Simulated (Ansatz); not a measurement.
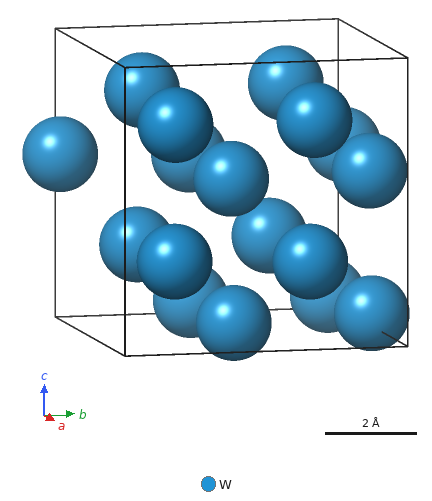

Starting frame of a dynamics run of a 16-atom cell of W. It starts from the last geometry of an earlier run, with fresh velocities. Style: spheres-only. Shown: the simulation cell, slightly off an axis.

Method: DFT LDA, scalar-relativistic, plane waves, PAW in Ansatz 0.2.0.

The input:
```yaml
accuracy: low
crystal:
  lattice:
    - [6.423625, 0.0, 0.0]
    - [0.0, 6.423625, 0.0]
    - [0.0, 0.0, 6.423625]
  atoms:
    - { symbol: W, position: [0.00849772, -0.03940828, 0.04558853] }
    - { symbol: W, position: [0.50805548, -0.00658474, 0.04871219] }
    - { symbol: W, position: [0.04878624, 0.46673895, 0.04973352] }
    - { symbol: W, position: [0.05798651, 0.00291749, 0.57213402] }
    - { symbol: W, position: [0.27983082, 0.22013573, 0.28216389] }
    - { symbol: W, position: [0.52393121, 0.50161345, 0.03376935] }
    - { symbol: W, position: [0.55240656, -0.02531729, 0.54952137] }
    - { symbol: W, position: [0.79368653, 0.22619611, 0.29205228] }
    - { symbol: W, position: [0.03671805, 0.463336, 0.55242641] }
    - { symbol: W, position: [0.25978664, 0.69278679, 0.29427554] }
    - { symbol: W, position: [0.28887428, 0.23544354, 0.81749407] }
    - { symbol: W, position: [0.52541063, 0.49202113, 0.53409766] }
    - { symbol: W, position: [0.7847977, 0.70780495, 0.27484552] }
    - { symbol: W, position: [0.77479506, 0.23382903, 0.76277482] }
    - { symbol: W, position: [0.29606012, 0.74174936, 0.82545523] }
    - { symbol: W, position: [0.76552557, 0.72744378, 0.76206669] }
basis:
  ecutwfc: 420.0
kpoints:
  mp_grid: { grid: [2, 2, 2] }
hamiltonian:
  xc: lda
scf:
  occupations: { method: fermi_dirac, width: 0.17 }
  lower_state_search: "off"
md:
  timestep: 3
  n_steps: 260
  ensemble: nvt_langevin
  temperature: 1600.0
  initial_velocities: maxwell_boltzmann
  seed: 783567
  friction: 0.02
  temperature_schedule:
    - { n_steps: 195, end_temperature: 300.0 }
    - { n_steps: 65, end_temperature: 300.0 }
```

Run as
```bash
ansatz run input.yaml --threads 2 --pin off --max-ram 5120MiB --backend cpu --events-out ev --progress --plain --runs-dir out
```

Q: What does the trajectory do?

A: Under the programmed temperature the kinetic temperature goes from 1247 K (first eighth) to 287 K (last eighth), with a peak of 1737 K. The potential energy in the second half lies on average 136 meV per atom below the first frame. The first frame is far from relaxed (forces up to 3.6 eV/Å), so much of the motion is the structure settling. Root-mean-square distances from the starting positions over the second half, with the common drift of all atoms taken out: W 0.22 Å. That is small against the typical shortest distance between atoms in the first frame, about 2.6 Å: the atoms vibrate about their sites and the arrangement holds.

Along the run (each row but the first and the last is the mean over the interval that it begins):

| time (fs) | potential energy (meV/atom) | T (K) |
| --- | --- | --- |
| 0.0 | 0.0 | 1500 |
| 96.0 | -85.0 | 1262 |
| 192.0 | -87.1 | 1139 |
| 288.0 | -93.7 | 985 |
| 384.0 | -92.9 | 857 |
| 480.0 | -114.7 | 548 |
| 576.0 | -154.1 | 397 |
| 672.0 | -172.7 | 303 |
| 768.0 | -182.0 | 215 |

The paths of the atoms:

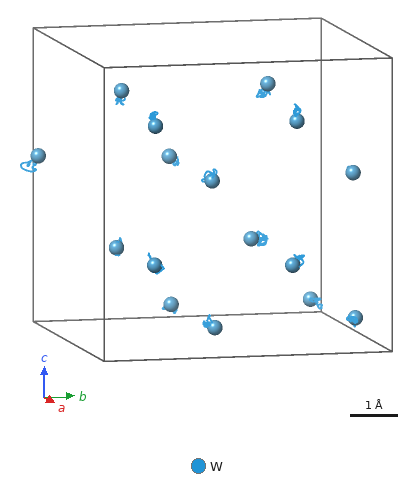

Limits of the set-up: the k-point mesh is coarse for a cell with partly filled bands; the program's low-accuracy preset was used.
